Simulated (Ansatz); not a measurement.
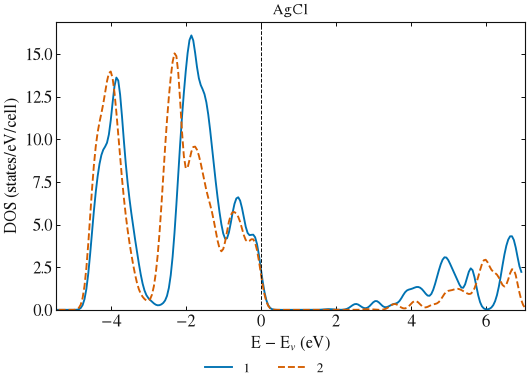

Total densities of states of AgCl, space group P6_3mc (No. 186), 4 atoms in the cell, wurtzite type, by two methods on the same cell. The curves are built from the levels of the k mesh with Gaussians 0.3 eV wide, which also blur the band edges. Each is counted from its own valence-band top.

**Which curve is which? The methods: HSE06, r2SCAN.**

1 is r2SCAN; 2 is HSE06. r2SCAN gives a gap of 1.81 eV and HSE06 gives a gap of 2.85 eV.

Settings. r2SCAN: DFT, r2SCAN, plane waves, PAW, no spin polarisation, 6×6×4 k mesh, 500 eV cutoff (Ansatz 0.2.0). HSE06: DFT, HSE06, plane waves, PAW, no spin polarisation, 6×6×4 k mesh, 420 eV cutoff (Ansatz 0.2.0).
